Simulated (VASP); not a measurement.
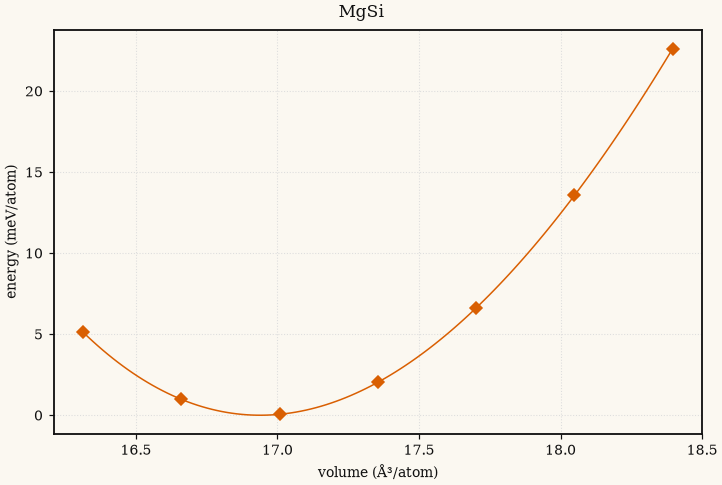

Plotted: energy against volume for MgSi, space group P4/mmm (No. 123).

Starting cell:
```xyz
2
Lattice="2.9084 0.0000 0.0000 0.0000 2.9084 0.0000 0.0000 0.0000 4.1034" Properties=species:S:1:pos:R:3 pbc="T T T"
Si    1.4542    1.4542    2.0517
Mg    0.0000    0.0000    0.0000
```

Method: plane-wave DFT, no spin polarisation; energies at scaled volumes of the given cell, shape and fractions fixed, counted from the fit's minimum, third-order Birch-Murnaghan fit (VASP 6.6.1). Level: PBEsol.

k mesh 9×9×7; occupations Fermi–Dirac; smearing width 0.05 eV; potentials VASP PAW PBE potentials, recommended; wave cutoff 520 eV.

From this curve and the settings, what does the calculation give for the pressure at the same points?

The pressure falls from 2.70 GPa at volume 16.31 Å³/atom to −4.64 GPa at 18.40 Å³/atom, and changes sign near 16.94 Å³/atom.

| volume (Å³/atom) | pressure (GPa) |
| --- | --- |
| 16.31 | 2.70 |
| 16.66 | 1.14 |
| 17.01 | −0.27 |
| 17.35 | −1.54 |
| 17.70 | −2.69 |
| 18.05 | −3.72 |
| 18.40 | −4.64 |

Caveats: shape and atomic fractions are frozen while scaling, which makes layered, chain and framework solids too stiff.
